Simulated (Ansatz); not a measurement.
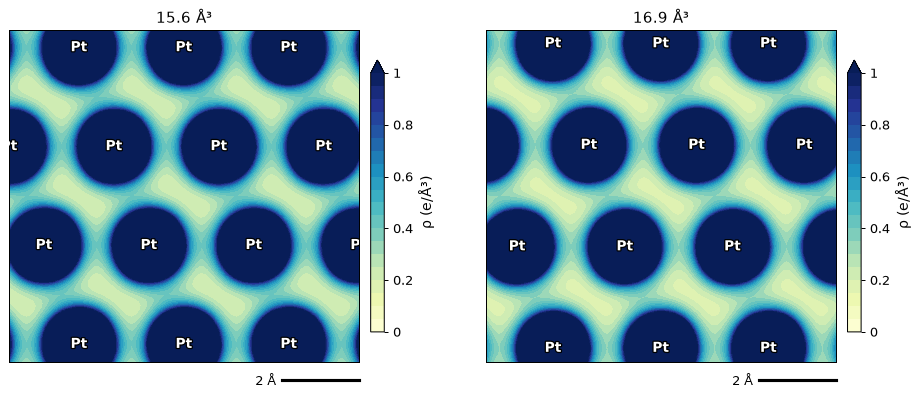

Pt. The valence electron density of cells scaled evenly to different volumes (given per atom above each panel), on the (001) plane of each (indices in the axes of the cell below), at one length scale and on one colour scale.

A structure from a database of computed crystals, not necessarily the ambient phase.

Computed with Kohn-Sham DFT of a periodic cell, PBE, Ansatz PAW (Ansatz).

In a PAW calculation such maps are meaningful between the atoms, not at the nuclei.

The largest cell:

```
Pt
1.0
    -1.61529    1.61529    1.61529
     1.61529   -1.61529    1.61529
     1.61529    1.61529   -1.61529
Pt
1
Direct
  0.00000 0.00000 0.00000
```

| volume (Å³/atom) | Pt–Pt contact in the plane (Å) | ρ at its midpoint (e/Å³) | pressure (GPa) | 
| --- | --- | --- | --- |
| 15.59 | 2.726 | 0.399 | 3.6 | 
| 16.54 | 2.780 | ? | ? | 
| 16.86 | 2.798 | 0.348 | −12.9 | 

Q: What values belong in the row with question marks?

A: Over the known rows ln ρ falls by 1.90 per Å of Pt–Pt distance (the line through the two), which gives 0.360 e/Å³ at 2.780 Å; the calculation gives 0.360 e/Å³. For the pressure, a straight line in volume between the neighbouring rows gives −8.7 GPa; the calculation gives −9.5, lower because pressure rises ever faster on compression.
